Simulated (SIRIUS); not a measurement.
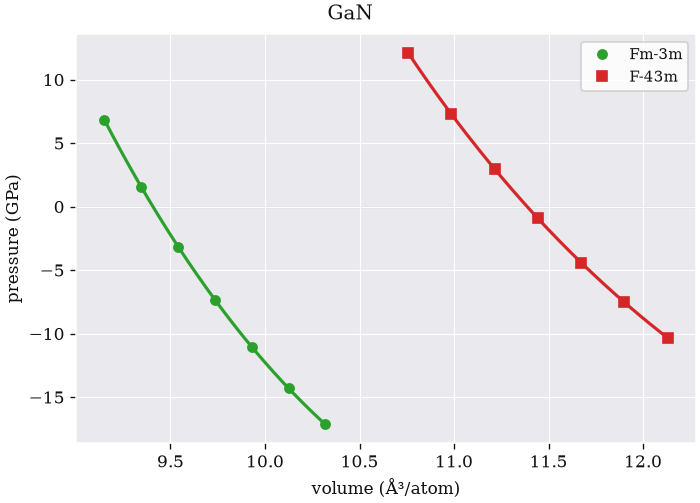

The figure shows the pressure against volume, with one curve for each structure, for GaN.

Method: plane-wave DFT, no spin polarisation; energies at scaled volumes of the given cell, shape and fractions fixed, counted from the fit's minimum, third-order Birch-Murnaghan fit (SIRIUS 7.12.0). Level: PBEsol.

- occupations: Fermi–Dirac
- smearing width: 0.05 eV
- potentials: dojo sr pbesol 0.4.1 standard
- wave cutoff: 1152 eV
- density cutoff: 4606 eV

Settings that differ: Fm-3m: k mesh 11×11×11; F-43m: k mesh 10×10×10.

Q: Order the curves by fitted equilibrium volume, smallest first.

A: Fm-3m 9.407, F-43m 11.388 Å³/atom.

Q: Order the curves by fitted bulk modulus, smallest first.

A: F-43m 187.8, Fm-3m 232.1 GPa.

Q: For Fm-3m: read off the course of the pressure.

A: It falls from 6.81 GPa at volume 9.15 Å³/atom to −17.15 GPa at 10.32 Å³/atom, and changes sign near 9.41 Å³/atom.

Q: For F-43m: what does the pressure do across the range?

A: It falls from 12.11 GPa at volume 10.76 Å³/atom to −10.34 GPa at 12.13 Å³/atom, and changes sign near 11.39 Å³/atom.
